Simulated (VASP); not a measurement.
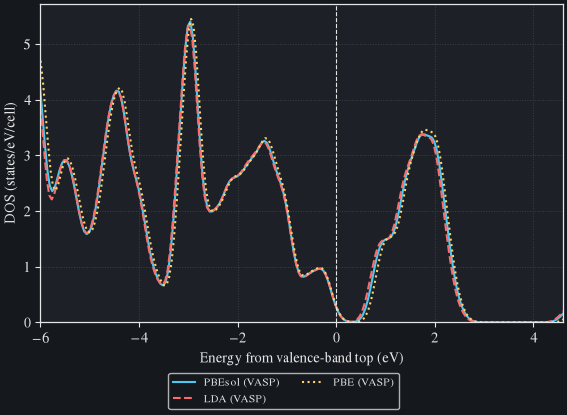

Total densities of states of PtS₂, space group P-3m1 (No. 164), 3 atoms in the cell, 1T (CdI2) bulk type, by three methods on the same cell. The curves are built from the levels of the k mesh with Gaussians 0.3 eV wide, which also blur the band edges. Each is counted from its own valence-band top.

**What changes from one method to the other?**

PBEsol (VASP) gives a gap of 0.64 eV, LDA (VASP) gives a gap of 0.60 eV and PBE (VASP) gives a gap of 0.71 eV.

Settings. PBEsol (VASP): DFT, PBEsol, plane waves, PAW, 12×12×6 k mesh, 520 eV cutoff, Gaussian smearing of 0.01 eV (VASP 6.6.1). LDA (VASP): DFT, LDA, plane waves, PAW, 12×12×6 k mesh, 520 eV cutoff, Gaussian smearing of 0.01 eV (VASP 6.6.1). PBE (VASP): DFT, PBE, plane waves, PAW, 12×12×6 k mesh, 520 eV cutoff (VASP).

Spin-orbit coupling is left out, which matters for Pt.
